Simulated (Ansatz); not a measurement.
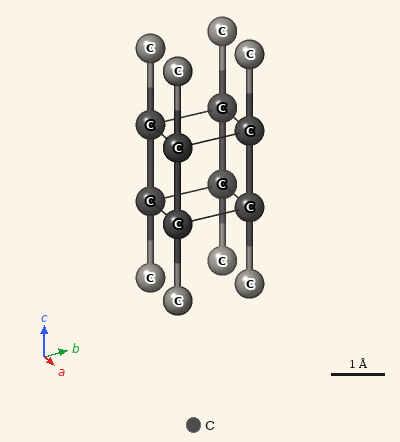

Figure 1. The starting structure (ball-and-stick view of the cell of the calculation, seen slightly off an axis; neighbours outside the cell are drawn fainter).

**Geometry relaxation of C (part 1 of 2)**

C (P6/mmm, 1 atom in the cell), computed with DFT, PBE, PAW with Ansatz's default frozen-core files, scalar-relativistic, no spin polarisation (Ansatz 0.2.0).

Its volume is 0.85 times that of the source entry. It belongs to a series of runs on one base structure; here: shape and atoms relaxed at 0.85 of the volume.

## What the program printed
```
Engine: ansatz 0.2.0, x86_64-unknown-linux-gnu
Pseudopotentials: kind: paw
Pseudopotential: C, paw, valence charge 4, recommended cutoff 420 eV (normal), C.paw.azcp
Functional definition: PBE
  parameter kappa = 0.804
  parameter beta = 0.06672455060314922
  exchange = pbe_x(kappa = kappa, mu = beta*pi^2/3)
  correlation = pbe_c(beta = beta)
Crystal: 1 atoms, lattice volume = 4.808 Å³
Basis set: ecut = 420 eV, 83 PW (Γ), exchange–correlation on 30×30×20 points (8 copies of the dense FFT grid, shifted against one another)
Bands: 6, of which v1, the nominal top of the filled ones, is band 2 counted from 1 (1 counted from 0)
Symmetry: 24 space group operations
Space group: P6/mmm (ITA 191), of the structure as read, at distance tolerance 1.7e-5 Å
k-points: 732 of 12672
Non-local potential: C, projectors of the file, l = 0: 2, l = 1: 2, l = 2: 1
PAW form: soft (Blöchl's): semilocal exchange-correlation on the pseudo side does not see the compensation charge
PAW one-centre angular grid: C, 110 points (default); XC on 64 Gauss nodes
Initial density: superposition of atomic densities (neutral atoms: chi_scale 0, normalization atom), corrected by the library's trained network
Initial wavefunctions: pseudopotential atomic-orbital guess
Functional: x = pbe(κ = 0.804, μ = 0.2195149727645171), c = pbe(β = 0.06672455060314922)
SCF iter   1: F=—  HF=-247.805875 eV  |F-HF|=—  |Δ(HF+E_count)|=         —  Δρ=1.24e-2  dr2=2.71e-3  ethr=1.77e-3  ⟨swp⟩=4.8  Hψ=34029  notcnv=0
preconditioner: auto → none  [metal: Δε(μ)=0.060 eV  Ē_g=27.835 eV  σ=0.100 eV  W_gap=0.15  n_scr=0 (ndim 8)  ℏωp=33.9 eV  f_vac=0.000  D(μ)=0.20/eV (n_scr^D=0)]
SCF iter   2: F=—  HF=-247.805302 eV  |F-HF|=—  |Δ(HF+E_count)|=   5.73e-4  Δρ=5.41e-3  dr2=4.31e-4  ethr=6.78e-5  ⟨swp⟩=1.0  Hψ=10248  notcnv=0
SCF iter   3: F=—  HF=-247.805285 eV  |F-HF|=—  |Δ(HF+E_count)|=   1.71e-5  Δρ=5.48e-4  dr2=2.09e-6  ethr=1.08e-5  ⟨swp⟩=2.0  Hψ=5699  notcnv=0
SCF iter   4: F=—  HF=-247.805288 eV  |F-HF|=—  |Δ(HF+E_count)|=   2.74e-6  Δρ=3.36e-5  dr2=2.56e-8  ethr=5.23e-8  ⟨swp⟩=2.0  Hψ=5597  notcnv=0
iter 5 did not close the SCF: its close was put off for the readings that it lacked (scf_convergence_deferred on its scf_iter line)
SCF iter   5: F=-247.805288 eV  HF=-247.805288 eV  |F-HF|=3.34e-10  |Δ(HF+E_count)|=   4.24e-9  Δρ=9.11e-6  dr2=1.81e-9  ethr=6.39e-10  ⟨swp⟩=1.1  Hψ=4377  notcnv=0
SCF iter   6: F=-247.805288 eV  HF=-247.805288 eV  |F-HF|=1.48e-12  |Δ(HF+E_count)|=  2.17e-10  Δρ=2.98e-7  dr2=9.66e-13  ethr=4.53e-11  ⟨swp⟩=3.1  Hψ=15292  notcnv=0
SCF 1 converged in 6 iterations: F = -247.805288 eV  dr2 = 9.66e-13
  greatest PAW one-centre occupation: 0.681 electrons in one spin orbital (limit 2), on the C atom at site 0 (counted from 0), in its partial waves of l = 0
relax step   1: F+E_penalty+E_count = -247.80528762 eV  Δ(F+E_penalty+E_count) = +0.000e0 eV  max|allowed force component| = 0.000e0 eV/Å  Δτ_max = 0.0000 Å  P = +82.550 GPa  Ω = 4.808 Å³  fix = [volume]  reactions: volume +82.550 GPa  (6 SCF iters, accepted)
Initial density: handed on by an earlier stage of this run
Initial wavefunctions: those handed on with the density
iter 1 solved again at ethr=5.83e-6 eV; its pass at ethr=3.10e-3 eV (dr2=2.33e-4 eV) is discarded
SCF iter   1: F=—  HF=-247.830995 eV  |F-HF|=—  |Δ(HF+E_count)|=         —  Δρ=3.18e-3  dr2=2.45e-4  ethr=5.83e-6  ⟨swp⟩=1.8  Hψ=43274  notcnv=0
preconditioner: auto → none  [metal: Δε(μ)=0.074 eV  Ē_g=27.748 eV  σ=0.100 eV  W_gap=0.18  n_scr=0 (ndim 8)  ℏωp=33.9 eV  f_vac=0.000  D(μ)=0.21/eV (n_scr^D=0)]
SCF iter   2: F=—  HF=-247.830938 eV  |F-HF|=—  |Δ(HF+E_count)|=   5.70e-5  Δρ=1.33e-3  dr2=3.83e-5  ethr=5.83e-6  ⟨swp⟩=1.0  Hψ=4394  notcnv=0
SCF iter   3: F=—  HF=-247.830934 eV  |F-HF|=—  |Δ(HF+E_count)|=   4.79e-6  Δρ=1.13e-4  dr2=1.13e-7  ethr=9.58e-7  ⟨swp⟩=1.4  Hψ=4818  notcnv=0
SCF iter   4: F=-247.830934 eV  HF=-247.830934 eV  |F-HF|=2.86e-10  |Δ(HF+E_count)|=   1.60e-7  Δρ=5.75e-6  dr2=3.46e-10  ethr=2.50e-9  ⟨swp⟩=6.5  Hψ=14460  notcnv=0
SCF 2 converged in 4 iterations: F = -247.830934 eV  dr2 = 3.46e-10
  greatest PAW one-centre occupation: 0.677 electrons in one spin orbital (limit 2), on the C atom at site 0 (counted from 0), in its partial waves of l = 0
relax step   2: F+E_penalty+E_count = -247.83093382 eV  Δ(F+E_penalty+E_count) = -2.565e-2 eV  max|allowed force component| = 0.000e0 eV/Å  Δτ_max = 0.0000 Å  P = +76.436 GPa  Ω = 4.808 Å³  energy of the carried Pulay correction = -3.649e-5 eV  fix = [volume]  reactions: volume +76.436 GPa  (4 SCF iters, dr2 threshold 1.00e-7 eV, accepted)
Basis set: ecut = 420 eV, 95 PW (Γ), exchange–correlation on 30×30×20 points (8 copies of the dense FFT grid, shifted against one another)
iter 1 solved again at ethr=1.12e-4 eV; its pass at ethr=3.10e-3 eV (dr2=4.47e-3 eV) is discarded
SCF iter   1: F=—  HF=-247.830273 eV  |F-HF|=—  |Δ(HF+E_count)|=         —  Δρ=1.41e-2  dr2=4.30e-3  ethr=1.12e-4  ⟨swp⟩=1.0  Hψ=44894  notcnv=0
preconditioner: auto → none  [metal: Δε(μ)=0.079 eV  Ē_g=27.537 eV  σ=0.100 eV  W_gap=0.19  n_scr=0 (ndim 8)  ℏωp=33.9 eV  f_vac=0.000  D(μ)=0.16/eV (n_scr^D=0)]
SCF iter   2: F=—  HF=-247.829006 eV  |F-HF|=—  |Δ(HF+E_count)|=   1.27e-3  Δρ=5.92e-3  dr2=6.99e-4  ethr=1.07e-4  ⟨swp⟩=1.0  Hψ=4392  notcnv=0
SCF iter   3: F=—  HF=-247.828809 eV  |F-HF|=—  |Δ(HF+E_count)|=   1.97e-4  Δρ=3.01e-4  dr2=7.45e-7  ethr=1.75e-5  ⟨swp⟩=1.8  Hψ=5410  notcnv=0
SCF iter   4: F=—  HF=-247.828801 eV  |F-HF|=—  |Δ(HF+E_count)|=   7.60e-6  Δρ=2.56e-5  dr2=8.46e-9  ethr=2.50e-9  ⟨swp⟩=7.2  Hψ=15726  notcnv=0
SCF iter   5: F=-247.828801 eV  HF=-247.828801 eV  |F-HF|=1.03e-11  |Δ(HF+E_count)|=   9.09e-9  Δρ=1.12e-6  dr2=1.48e-11  ethr=2.12e-10  ⟨swp⟩=3.4  Hψ=15732  notcnv=0
SCF 3 converged in 5 iterations: F = -247.828801 eV  dr2 = 1.48e-11
  greatest PAW one-centre occupation: 0.664 electrons in one spin orbital (limit 2), on the C atom at site 0 (counted from 0), in its partial waves of l = 0
relax step   3: F+E_penalty+E_count = -247.82880115 eV  Δ(F+E_penalty+E_count) = +2.133e-3 eV  max|allowed force component| = 0.000e0 eV/Å  Δτ_max = 0.0000 Å  P = +59.977 GPa  Ω = 4.808 Å³  energy of the carried Pulay correction = -1.637e-4 eV  fix = [volume]  (5 SCF iters, rejected (line search))
iter 1 solved again at ethr=2.48e-5 eV; its pass at ethr=3.10e-3 eV (dr2=9.94e-4 eV) is discarded
SCF iter   1: F=—  HF=-247.855680 eV  |F-HF|=—  |Δ(HF+E_count)|=         —  Δρ=7.01e-3  dr2=1.05e-3  ethr=2.48e-5  ⟨swp⟩=1.0  Hψ=43492  notcnv=0
preconditioner: auto → none  [metal: Δε(μ)=0.017 eV  Ē_g=27.642 eV  σ=0.100 eV  W_gap=0.04  n_scr=0 (ndim 8)  ℏωp=33.9 eV  f_vac=0.000  D(μ)=0.13/eV (n_scr^D=0)]
SCF iter   2: F=—  HF=-247.855362 eV  |F-HF|=—  |Δ(HF+E_count)|=   3.19e-4  Δρ=2.96e-3  dr2=1.72e-4  ethr=2.48e-5  ⟨swp⟩=1.0  Hψ=4392  notcnv=0
SCF iter   3: F=—  HF=-247.855309 eV  |F-HF|=—  |Δ(HF+E_count)|=   5.24e-5  Δρ=1.49e-4  dr2=1.93e-7  ethr=4.31e-6  ⟨swp⟩=1.8  Hψ=5473  notcnv=0
SCF iter   4: F=—  HF=-247.855308 eV  |F-HF|=—  |Δ(HF+E_count)|=   1.53e-6  Δρ=1.55e-5  dr2=2.11e-9  ethr=4.83e-9  ⟨swp⟩=2.0  Hψ=5735  notcnv=0
SCF iter   5: F=-247.855308 eV  HF=-247.855308 eV  |F-HF|=2.50e-12  |Δ(HF+E_count)|=   3.70e-9  Δρ=5.06e-7  dr2=3.33e-12  ethr=1.00e-12  ⟨swp⟩=3.2  Hψ=15437  notcnv=0
SCF 4 converged in 5 iterations: F = -247.855308 eV  dr2 = 3.33e-12
  greatest PAW one-centre occupation: 0.670 electrons in one spin orbital (limit 2), on the C atom at site 0 (counted from 0), in its partial waves of l = 0
relax step   4: F+E_penalty+E_count = -247.85530794 eV  Δ(F+E_penalty+E_count) = -2.437e-2 eV  max|allowed force component| = 0.000e0 eV/Å  Δτ_max = 0.0000 Å  P = +67.053 GPa  Ω = 4.808 Å³  energy of the carried Pulay correction = -9.966e-5 eV  fix = [volume]  reactions: volume +67.053 GPa  (5 SCF iters, accepted)
iter 1 solved again at ethr=2.78e-8 eV; its pass at ethr=3.10e-3 eV (dr2=1.11e-6 eV) is discarded
SCF iter   1: F=—  HF=-247.855329 eV  |F-HF|=—  |Δ(HF+E_count)|=         —  Δρ=2.42e-4  dr2=1.23e-6  ethr=2.78e-8  ⟨swp⟩=2.3  Hψ=40499  notcnv=0
preconditioner: auto → none  [metal: Δε(μ)=0.016 eV  Ē_g=27.641 eV  σ=0.100 eV  W_gap=0.04  n_scr=0 (ndim 8)  ℏωp=33.9 eV  f_vac=0.000  D(μ)=0.13/eV (n_scr^D=0)]
SCF iter   2: F=—  HF=-247.855326 eV  |F-HF|=—  |Δ(HF+E_count)|=   2.36e-6  Δρ=1.02e-4  dr2=2.00e-7  ethr=2.78e-8  ⟨swp⟩=1.0  Hψ=4395  notcnv=0
SCF iter   3: F=-247.855326 eV  HF=-247.855326 eV  |F-HF|=2.95e-10  |Δ(HF+E_count)|=   6.28e-8  Δρ=5.42e-6  dr2=2.54e-10  ethr=2.50e-9  ⟨swp⟩=5.8  Hψ=13701  notcnv=0
SCF 5 converged in 3 iterations: F = -247.855326 eV  dr2 = 2.54e-10
relax step   5: F+E_penalty+E_count = -247.85532630 eV  Δ(F+E_penalty+E_count) = -1.835e-5 eV  max|allowed force component| = 0.000e0 eV/Å  Δτ_max = 0.0000 Å  P = +67.306 GPa  Ω = 4.808 Å³  energy of the carried Pulay correction = -9.776e-5 eV  fix = [volume]  reactions: volume +67.306 GPa  (3 SCF iters, dr2 threshold 1.00e-7 eV, accepted)
iter 1 solved again at ethr=5.67e-10 eV; its pass at ethr=3.10e-3 eV (dr2=2.27e-8 eV) is discarded
SCF iter   1: F=—  HF=-247.855329 eV  |F-HF|=—  |Δ(HF+E_count)|=         —  Δρ=3.29e-5  dr2=2.52e-8  ethr=5.67e-10  ⟨swp⟩=2.2  Hψ=40515  notcnv=0
preconditioner: auto → none  [metal: Δε(μ)=0.014 eV  Ē_g=27.641 eV  σ=0.100 eV  W_gap=0.04  n_scr=0 (ndim 8)  ℏωp=33.9 eV  f_vac=0.000  D(μ)=0.13/eV (n_scr^D=0)]
SCF iter   2: F=-247.855327 eV  HF=-247.855327 eV  |F-HF|=1.89e-9  |Δ(HF+E_count)|=   2.02e-6  Δρ=1.33e-5  dr2=3.94e-9  ethr=5.67e-10  ⟨swp⟩=5.1  Hψ=12585  notcnv=0
SCF 6 converged in 2 iterations: F = -247.855327 eV  dr2 = 3.94e-9
relax step   6: F+E_penalty+E_count = -247.85532653 eV  Δ(F+E_penalty+E_count) = -2.372e-7 eV  max|allowed force component| = 0.000e0 eV/Å  Δτ_max = 0.0000 Å  P = +67.269 GPa  Ω = 4.808 Å³  energy of the carried Pulay correction = -9.804e-5 eV  fix = [volume]  reactions: volume +67.269 GPa  (2 SCF iters, dr2 threshold 1.00e-7 eV, accepted)
Basis set: ecut = 420 eV, 83 PW (Γ), exchange–correlation on 30×30×24 points (8 copies of the dense FFT grid, shifted against one another)
Initial wavefunctions: pseudopotential atomic-orbital guess (no wavefunctions were taken with the density)
iter 1 solved again at ethr=5.31e-8 eV; its pass at ethr=3.10e-3 eV (dr2=2.12e-6 eV) is discarded
SCF iter   1: F=—  HF=-247.855871 eV  |F-HF|=—  |Δ(HF+E_count)|=         —  Δρ=3.83e-4  dr2=8.35e-7  ethr=5.31e-8  ⟨swp⟩=2.0  Hψ=45849  notcnv=0
SCF iter   2: F=—  HF=-247.855872 eV  |F-HF|=—  |Δ(HF+E_count)|=   1.15e-6  Δρ=1.93e-4  dr2=2.05e-7  ethr=2.09e-8  ⟨swp⟩=1.0  Hψ=4392  notcnv=0
SCF iter   3: F=—  HF=-247.855872 eV  |F-HF|=—  |Δ(HF+E_count)|=   3.88e-7  Δρ=4.11e-6  dr2=1.42e-10  ethr=5.12e-9  ⟨swp⟩=2.0  Hψ=5612  notcnv=0
SCF iter   4: F=-247.855872 eV  HF=-247.855872 eV  |F-HF|=2.56e-13  |Δ(HF+E_count)|=  1.33e-10  Δρ=1.79e-7  dr2=2.53e-13  ethr=1.00e-12  ⟨swp⟩=4.3  Hψ=11284  notcnv=0
SCF 7 converged in 4 iterations: F = -247.855872 eV  dr2 = 2.53e-13
relax step   7: F+E_penalty+E_count = -247.85587204 eV  Δ(F+E_penalty+E_count) = -5.455e-4 eV  max|allowed force component| = 0.000e0 eV/Å  Δτ_max = 0.0000 Å  P = +67.570 GPa  Ω = 4.808 Å³  fix = [volume]  reactions: volume +67.570 GPa  stress off target by 5.71e-1 GPa on what of the cell is left free  SCF on the basis re-selected at this cell (its energy is not comparable with the rows above)  (4 SCF iters)
basis re-selected at this cell: Δ(F+E_penalty+E_count) = -5.455e-4 eV, ΔP = +0.301 GPa vs the last step (what re-selecting the basis moved, of the pressure what is left beyond the Pulay correction that the steps carried, after the strain that the cell walked since its last selection, with what the two solves' SCF thresholds leave and, on support functions, any second-order correction that the steps lacked; it is no measure of the basis error at this ecutwfc). The dense FFT grid was sized anew with the basis: this SCF ran on 15×15×12 points, the steps before it on 15×15×10, so part of this shift can come from that change (see relax.cell in the input reference). This SCF's stress stands 5.71e-1 GPa from its target on what of the cell is left free (relax.cell.stress_tol is 8.00e-2 GPa) and its largest allowed force component is 0.00e0 eV/Å (relax.f_tol is 5.00e-3 eV/Å): not within both, so this SCF does not close the relaxation
iter 1 solved again at ethr=4.34e-9 eV; its pass at ethr=3.10e-3 eV (dr2=1.74e-7 eV) is discarded
SCF iter   1: F=—  HF=-247.855874 eV  |F-HF|=—  |Δ(HF+E_count)|=         —  Δρ=9.57e-5  dr2=1.93e-7  ethr=4.34e-9  ⟨swp⟩=2.3  Hψ=40583  notcnv=0
preconditioner: auto → none  [metal: Δε(μ)=0.010 eV  Ē_g=27.640 eV  σ=0.100 eV  W_gap=0.02  n_scr=0 (ndim 8)  ℏωp=33.9 eV  f_vac=0.000  D(μ)=0.13/eV (n_scr^D=0)]
SCF iter   2: F=-247.855875 eV  HF=-247.855875 eV  |F-HF|=1.23e-8  |Δ(HF+E_count)|=   2.04e-7  Δρ=4.04e-5  dr2=3.17e-8  ethr=2.50e-9  ⟨swp⟩=4.6  Hψ=16153  notcnv=0
SCF 8 converged in 2 iterations: F = -247.855875 eV  dr2 = 3.17e-8
relax step   8: F+E_penalty+E_count = -247.85587450 eV  Δ(F+E_penalty+E_count) = -2.460e-6 eV  max|allowed force component| = 0.000e0 eV/Å  Δτ_max = 0.0000 Å  P = +67.474 GPa  Ω = 4.808 Å³  energy of the carried Pulay correction = -1.152e-6 eV  fix = [volume]  reactions: volume +67.474 GPa  (2 SCF iters, dr2 threshold 1.00e-7 eV, accepted)
iter 1 solved again at ethr=2.18e-8 eV; its pass at ethr=3.10e-3 eV (dr2=8.73e-7 eV) is discarded
SCF iter   1: F=—  HF=-247.855873 eV  |F-HF|=—  |Δ(HF+E_count)|=         —  Δρ=4.13e-5  dr2=3.28e-8  ethr=2.18e-8  ⟨swp⟩=2.1  Hψ=45996  notcnv=0
SCF iter   2: F=—  HF=-247.855873 eV  |F-HF|=—  |Δ(HF+E_count)|=   2.53e-7  Δρ=1.78e-5  dr2=5.50e-9  ethr=8.19e-10  ⟨swp⟩=1.0  Hψ=4395  notcnv=0
SCF iter   3: F=-247.855873 eV  HF=-247.855873 eV  |F-HF|=1.11e-11  |Δ(HF+E_count)|=   1.34e-9  Δρ=1.05e-6  dr2=9.05e-12  ethr=1.00e-12  ⟨swp⟩=3.7  Hψ=15412  notcnv=0
SCF 9 converged in 3 iterations: F = -247.855873 eV  dr2 = 9.05e-12
relax step   9: F+E_penalty+E_count = -247.85587297 eV  Δ(F+E_penalty+E_count) = +1.528e-6 eV  max|allowed force component| = 0.000e0 eV/Å  Δτ_max = 0.0000 Å  P = +67.473 GPa  Ω = 4.808 Å³  fix = [volume]  reactions: volume +67.473 GPa  stress off target by 1.68e-3 GPa on what of the cell is left free  SCF on the basis re-selected at this cell (its energy is not comparable with the rows above)  (3 SCF iters)
```
